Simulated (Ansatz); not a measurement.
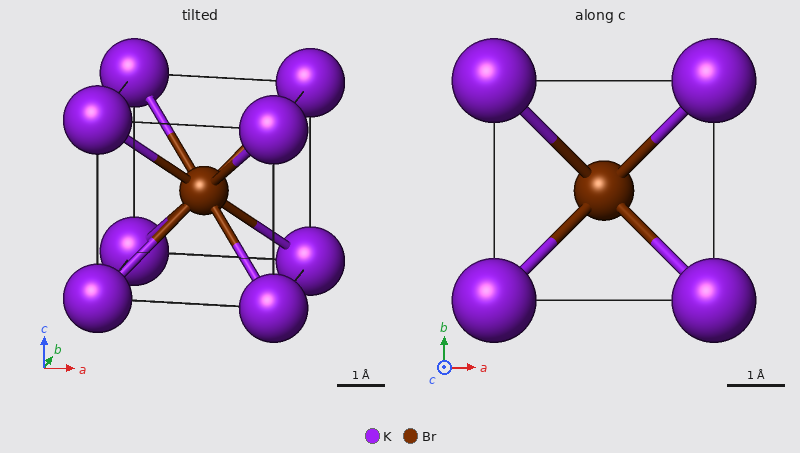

Ball-and-stick representation of a periodic structure, projected slightly off an axis and along the c axis. The outline marks the conventional unit cell.

KBr, space group P4/mmm (No. 123), a = 3.863 Å, b = 3.863 Å, c = 3.976 Å, α = 90.00°, β = 90.00°, γ = 90.00°. The initial geometry was a structure type filled with these elements by a generator (whether the compound takes this form wasn't checked). The cell was then strained or its atoms displaced on purpose. It went into a calculation with Ansatz.

This one geometry was computed with Ansatz (DFT, plane waves, PAW) at three levels of theory: r2SCAN, HSE06 and PBE. It was relaxed with r2SCAN and then strained.

### How does the band gap change with the level of theory?

PBE: a gap of 4.16 eV, indirect; r2SCAN: a gap of 4.92 eV, indirect; HSE06: a gap of 5.34 eV, indirect.

### Collect the results in a table.

| level | cutoff (eV) | k-mesh of the run's cell | gap (eV) | pressure (GPa) |
| --- | --- | --- | --- | --- |
| r2SCAN | 500 | 6×6×6 | 4.92 | 1.3 |
| HSE06 | 420 | 4×4×4 | 5.34 | 1.8 |
| PBE | 420 | 6×6×6 | 4.16 | 2.1 |

Gaps are taken on the k-mesh or band path of each run.
